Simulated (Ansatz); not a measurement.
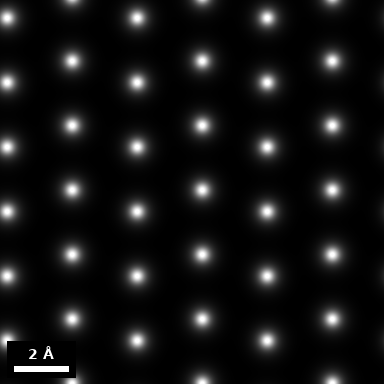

Map of the projected electrostatic potential of a crystal. Computed as the sum of neutral-atom potentials (tabulated electron scattering factors, B = 0.5 Å²) projected along the beam and smoothed by 0.25 Å; brighter is more positive.

> Give the net of the columns and its spacings.

The pattern repeats on a rectangular net of 2.4 × 4.8 Å.

> Which plane group does this projection have?

p2mg: mirror lines in one direction, glide lines across them, twofold points on the glide lines.

> How many columns does the smallest repeating cell hold, and how many levels of brightness?

2 columns in the primitive cell of 11.3 Å², all of one brightness.

The crystal is Pt (P6_3/mmc, No. 194) seen along [100]. Atomic positions: the geometry relaxed at fixed volume with Ansatz 0.2.0, DFT r2SCAN, scalar-relativistic, plane waves, PAW; the starting structure was generated, so it need not be a known form of this composition.
